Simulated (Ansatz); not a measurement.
Bi₂Te₃: geometry relaxation (part 2 of 2)

The same run, continued: Bi₂Te₃ (R-3m, 5 atoms in the cell); DFT r2SCAN, scalar-relativistic, plane waves, PAW, no spin polarisation (Ansatz 0.2.0); cutoff 500 eV, 9×9×9 k-mesh, Gaussian smearing of 0.02 eV. The structure derives from an entry of the Crystallography Open Database.

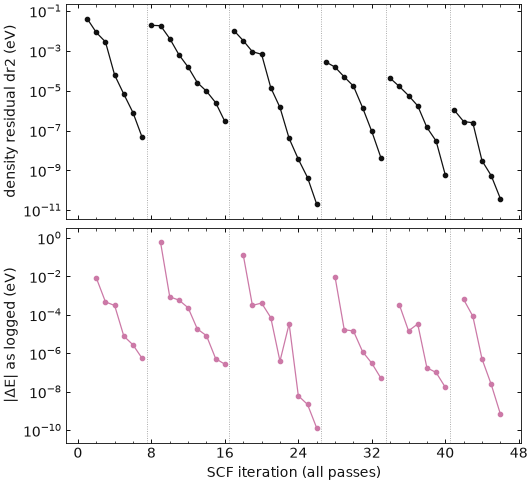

Fig. 1: Convergence of the self-consistent field: density residual dr2 and size of the energy change against the SCF iteration. The dotted lines part the SCF passes of the relaxation: geometry steps, rejected trials and re-solves on a re-selected basis. The 6 passes take 6 to 10 iterations each, 46 in all.

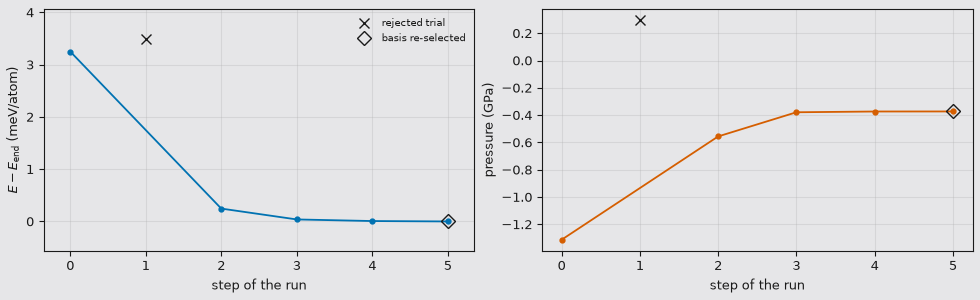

Fig. 2: Progress of the relaxation, step by step (the first geometry is step 0 here and step 1 in the log).

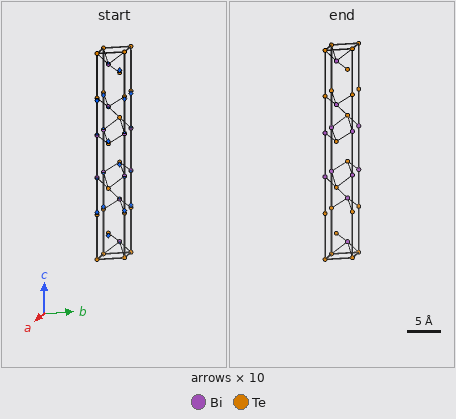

Fig. 3: Before (left) and after (right) the relaxation, at one scale (ball-and-stick view of the cell 3 times as large as that of the calculation, set on its symmetry axes, seen slightly off an axis). The blue arrows give the displacements (without the part carried along by the change of the cell), magnified 10 times. The energy falls by 3.2 meV per atom in 4 geometry steps. The largest force component goes from 0.21 to 0.0014 eV/Å. The pressure goes from −1.31 to −0.37 GPa. The line search rejected the trial step at point 1 (counted from 0) and went back. The largest moves relative to the cell, 0.090 Å, are those of Te4 and Te5. By element the largest moves are Te 0.090 Å, Bi 0.045 Å. The drawn cell changes at constant volume: a = b 4.463 → 4.429 Å (−0.8 %), c 32.596 → 33.093 Å (+1.5 %). Distances before and after: Bi1–Te5 3.099 → 3.073 Å, Bi1–Te3 3.307 → 3.283 Å. The space group stays R-3m (No. 166). A last SCF at the same geometry on a re-selected plane-wave basis shifts the energy by next to nothing (0.0 meV per atom). (Atoms are counted from 1 in the order of the input.)

```
basis re-selected at this cell: Δ(F+E_penalty+E_count) = -3.952e-5 eV, ΔP = +0.000 GPa vs the last step (what re-selecting the basis moved, of the pressure what is left beyond the Pulay correction that the steps carried, after the strain that the cell walked since its last selection, with what the two solves' SCF thresholds leave and, on support functions, any second-order correction that the steps lacked; it is no measure of the basis error at this ecutwfc). This SCF's stress stands 2.03e-3 GPa from its target on what of the cell is left free (relax.cell.stress_tol is 1.00e-1 GPa) and its largest allowed force component is 1.43e-3 eV/Å (relax.f_tol is 1.00e-2 eV/Å): within both
SCF converged after 6 iterations
Free energy (F): -45807.932223 eV
Harris-Foulkes:  -45807.932223 eV  (|F-HF|=3.64e-11)
Internal energy: -45807.932223 eV  (E = F + TS)
E sigma→0 (E₀):  -45807.932223 eV
Fermi energy:    7.783195 eV
--- Per-component energies (eV) ---
  E_band       = -1154.712462
  E_kinetic    = 1138.775321
  E_local      = -7876.807014  (includes V_loc(G=0)·N_el)
  E_nonlocal   = 194.456430
  E_hartree    = 3879.775942
  E_xc         = -626.731926
  E_vxc        = -646.916517  (∫ρ·V_xc dr)
  E_paw        = -35436.172473  (= ΣΔE_a)
  E_vpaw       = -1765.806368  (= ΣTr[D̂ρ^β])
  E_aug_tail   = -0.000693  (compensation charges beyond the density's cutoff)
  E_vtau       = 42.034417  (kinetic-family band-sum trace: ∫τ·v_τ [+ j·A + Jᵃ·Aᵃ] dr)
  E_ewald      = -7083.833470
  E_core_change = 2.605661  (= ΣΔE_core)
  E_smearing   = -0.000000  (= −TS)
  E_closure    = 0.000000  (closes the sum)
  Σ components = -45807.932223   (vs F -45807.932223, Δ=0.00e0)
--- Forces (eV/Å), atoms counted from 1 ---
  atom   1  Bi     0.00000000     0.00000000    -0.00117174
  atom   2  Bi    -0.00000000    -0.00000000     0.00117174
  atom   3  Te     0.00000000     0.00000000    -0.00000000
  atom   4  Te     0.00000000    -0.00000000     0.00143117
  atom   5  Te    -0.00000000     0.00000000    -0.00143117
  max |Σ_I F_I| component: 1.16e-18 eV/Å
--- Stress (GPa, compression-positive) ---
       -0.373946       0.000000      -0.000000
        0.000000      -0.373946      -0.000000
       -0.000000      -0.000000      -0.370905
  P = ⅓ Tr σ = -0.3729 GPa (-3.729 kbar)
--- Band table (eV; the first three rows and the last of 85) ---
  k-point 0: bands = ["-29.6959", "-29.6959", "-29.6958", "-29.6958", "-29.6761", "-29.6761", "-29.6757", "-29.6757", "-29.6665", "-29.6663", "-29.5221", "-29.5164", "-29.5164", "-29.4837", "-29.4837", "-16.3330", "-16.3330", "-16.3313", "-16.3313", "-16.3241", "-16.3230", "-16.3203", "-16.3203", "-16.3192", "-16.3192", "-5.8862", "-5.3561", "-3.6789", "-1.5586", "-0.6287", "5.6027", "5.7595", "5.8956", "5.8956", "6.0829", "6.0829", "6.7531", "6.7531", "7.2614", "8.2778", "8.7341", "8.7341", "9.7300", "9.8440", "9.8440", "13.0694", "14.1036"]
  k-point 1: bands = ["-29.6959", "-29.6958", "-29.6958", "-29.6957", "-29.6761", "-29.6761", "-29.6757", "-29.6757", "-29.6664", "-29.6663", "-29.5221", "-29.5164", "-29.5164", "-29.4837", "-29.4836", "-16.3341", "-16.3323", "-16.3318", "-16.3301", "-16.3233", "-16.3223", "-16.3209", "-16.3203", "-16.3197", "-16.3189", "-5.7770", "-5.2559", "-3.6133", "-1.6190", "-0.7845", "4.8972", "5.0875", "5.5552", "5.7922", "6.0019", "6.3288", "6.6657", "6.7406", "7.0496", "8.7198", "9.0245", "9.1870", "9.6373", "9.9482", "10.2840", "12.9919", "13.4109"]
  k-point 2: bands = ["-29.6959", "-29.6958", "-29.6955", "-29.6954", "-29.6762", "-29.6762", "-29.6759", "-29.6757", "-29.6662", "-29.6661", "-29.5219", "-29.5166", "-29.5164", "-29.4837", "-29.4833", "-16.3372", "-16.3351", "-16.3294", "-16.3277", "-16.3234", "-16.3216", "-16.3205", "-16.3195", "-16.3190", "-16.3181", "-5.4552", "-4.9672", "-3.4415", "-1.8516", "-1.2210", "3.9513", "4.5382", "4.8492", "5.0710", "5.5931", "6.1748", "6.4691", "6.7413", "7.0599", "8.8571", "9.3695", "9.4124", "10.2655", "10.3610", "11.2695", "12.2581", "13.5803"]
  k-point 84: bands = ["-29.6959", "-29.6958", "-29.6958", "-29.6957", "-29.6761", "-29.6761", "-29.6757", "-29.6757", "-29.6664", "-29.6663", "-29.5221", "-29.5164", "-29.5164", "-29.4837", "-29.4836", "-16.3341", "-16.3323", "-16.3318", "-16.3301", "-16.3233", "-16.3223", "-16.3209", "-16.3203", "-16.3197", "-16.3189", "-5.7451", "-5.3208", "-3.5021", "-1.8542", "-0.6083", "4.8839", "5.2209", "5.5952", "5.7079", "5.8979", "5.9142", "6.8134", "6.9910", "7.2379", "8.4963", "8.9598", "9.1008", "9.7740", "9.9842", "10.3635", "13.0418", "13.3824"]
--- Relaxed structure (5 steps of the walk, 4 accepted, 1 SCFs on fresh bases) ---
  F+E_penalty+E_count = -45807.93222306 eV   max|allowed force component| = 1.431e-3 eV/Å   (the final SCF, on the basis selected at the relaxed cell)
  cell:  # Å, volume = 187.4293 Å³
    - [2.214721640450199, 1.2786701352770902, 11.030837622270079]
    - [-2.214721640450199, 1.2786701352770902, 11.030837622270079]
    - [-4.817290560940204e-37, -2.5573402706049446, 11.030837622264196]
  atoms:
    - { symbol: Bi, position: [0.3955324475640962, 0.3955324475640962, 0.39553244756409617] }
    - { symbol: Bi, position: [0.6044675524359039, 0.6044675524359039, 0.6044675524359039] }
    - { symbol: Te, position: [-1.7030111572148433e-19, -1.7030111572148426e-19, -1.7030111571866937e-19] }
    - { symbol: Te, position: [0.21966479928987334, 0.21966479928987334, 0.21966479928987334] }
    - { symbol: Te, position: [0.7803352007101266, 0.7803352007101266, 0.7803352007101265] }
```

**Trajectory as extended XYZ (Å, eV, eV/Å), 6 frames, from step=1 to step=6**
```
5
Lattice="2.2315 1.2884 10.8653 -2.2315 1.2884 10.8653 0.0000 -2.5767 10.8653" Properties=species:S:1:pos:R:3:forces:R:3 step=1 energy=-45807.91597 pressure_GPa=-1.31
Bi    0.0000    0.0000   12.9374    0.0000   0.0000   0.0767
Bi    0.0000    0.0000   19.6585    0.0000   0.0000  -0.0767
Te    0.0000    0.0000    0.0000    0.0000   0.0000   0.0000
Te    0.0000    0.0000    7.0711    0.0000   0.0000   0.2149
Te    0.0000    0.0000   25.5247    0.0000   0.0000  -0.2149
5
Lattice="2.2253 1.2848 10.9259 -2.2253 1.2848 10.9259 0.0000 -2.5696 10.9259" Properties=species:S:1:pos:R:3:forces:R:3 step=2 energy=-45807.91472 pressure_GPa=0.30 accepted=F
Bi    0.0000    0.0000   12.9352    0.0000   0.0000  -0.0543
Bi    0.0000    0.0000   19.8426    0.0000   0.0000   0.0543
Te    0.0000    0.0000    0.0000    0.0000   0.0000   0.0000
Te    0.0000    0.0000    7.2602    0.0000   0.0000  -0.2363
Te    0.0000    0.0000   25.5177    0.0000   0.0000   0.2363
5
Lattice="2.2229 1.2834 10.9494 -2.2229 1.2834 10.9494 0.0000 -2.5668 10.9494" Properties=species:S:1:pos:R:3:forces:R:3 step=3 energy=-45807.93099 pressure_GPa=-0.56
Bi    0.0000    0.0000   13.0027    0.0000   0.0000   0.0013
Bi    0.0000    0.0000   19.8456    0.0000   0.0000  -0.0013
Te    0.0000    0.0000    0.0000    0.0000   0.0000   0.0000
Te    0.0000    0.0000    7.1987    0.0000   0.0000   0.0144
Te    0.0000    0.0000   25.6496    0.0000   0.0000  -0.0144
5
Lattice="2.2174 1.2802 11.0041 -2.2174 1.2802 11.0041 0.0000 -2.5604 11.0041" Properties=species:S:1:pos:R:3:forces:R:3 step=4 energy=-45807.93203 pressure_GPa=-0.38
Bi    0.0000    0.0000   13.0582    0.0000   0.0000  -0.0046
Bi    0.0000    0.0000   19.9540    0.0000   0.0000   0.0046
Te    0.0000    0.0000    0.0000    0.0000   0.0000   0.0000
Te    0.0000    0.0000    7.2511    0.0000   0.0000  -0.0103
Te    0.0000    0.0000   25.7611    0.0000   0.0000   0.0103
5
Lattice="2.2147 1.2787 11.0308 -2.2147 1.2787 11.0308 0.0000 -2.5573 11.0308" Properties=species:S:1:pos:R:3:forces:R:3 step=5 energy=-45807.93218 pressure_GPa=-0.37
Bi    0.0000    0.0000   13.0892    0.0000   0.0000  -0.0012
Bi    0.0000    0.0000   20.0034    0.0000   0.0000   0.0012
Te    0.0000    0.0000    0.0000    0.0000   0.0000   0.0000
Te    0.0000    0.0000    7.2693    0.0000   0.0000   0.0014
Te    0.0000    0.0000   25.8233    0.0000   0.0000  -0.0014
5
Lattice="2.2147 1.2787 11.0308 -2.2147 1.2787 11.0308 0.0000 -2.5573 11.0308" Properties=species:S:1:pos:R:3:forces:R:3 step=6 energy=-45807.93222 pressure_GPa=-0.37
Bi    0.0000    0.0000   13.0892    0.0000   0.0000  -0.0012
Bi    0.0000    0.0000   20.0034    0.0000   0.0000   0.0012
Te    0.0000    0.0000    0.0000    0.0000   0.0000   0.0000
Te    0.0000    0.0000    7.2693    0.0000   0.0000   0.0014
Te    0.0000    0.0000   25.8233    0.0000   0.0000  -0.0014
```

This output came from the following input.

**Input**
```yaml
crystal:
  lattice:
    - [2.2315296005, 1.2883742155, 10.8652940991]
    - [-2.2315296005, 1.2883742155, 10.8652940991]
    - [0.0, -2.5767484311, 10.8652940991]
  atoms:
    - { symbol: Bi, position: [0.3969021855, 0.3969021855, 0.3969021855] }
    - { symbol: Bi, position: [0.6030978145, 0.6030978145, 0.6030978145] }
    - { symbol: Te, position: [0.0, 0.0, 0.0] }
    - { symbol: Te, position: [0.2169335621, 0.2169335621, 0.2169335621] }
    - { symbol: Te, position: [0.7830664379, 0.7830664379, 0.7830664379] }
basis:
  ecutwfc: 500
kpoints:
  mp_grid: { grid: [9, 9, 9] }
hamiltonian:
  xc: r2scan
scf:
  occupations: { method: gaussian, width: 0.02 }
output:
  forces: true
  stress: true
  eigenvalues: true
relax:
  adjacent_minimum: "off"
  f_tol: 0.01
  max_steps: 30
  cell: { stress_tol: 0.1, fix: [volume] }
```

Launch command:
```bash
ansatz run input.yaml --threads 4 --pin off --max-ram 10240MiB --backend cpu --events-out ev --progress --plain --runs-dir out
```

**Key numbers**

| quantity | value |
| --- | --- |
| outcome | converged |
| space group (tolerance 0.01 Å) | R-3m (166) |
| electrons treated | 78 |
| free energy | −45807.9322 eV |
| Fermi energy | 7.783 eV |
| gap on the k-point mesh | 0.99 eV |
| pressure | −0.37 GPa |
| final volume | 187.43 Å³ |
| largest force (length of the vector) at the end | 0.001 eV/Å |
| final cell | a = 11.323 Å, b = 11.323 Å, c = 11.323 Å, α = 22.56°, β = 22.56°, γ = 22.56° |
| hardware | 4 threads of Arm Neoverse V2, 24 GiB of memory available, shared host |
| wall time | 1.9 min (CPU time 7.5 min) |
| peak memory | 1.4 GiB |

Spin–orbit coupling is left out, which matters for Bi.
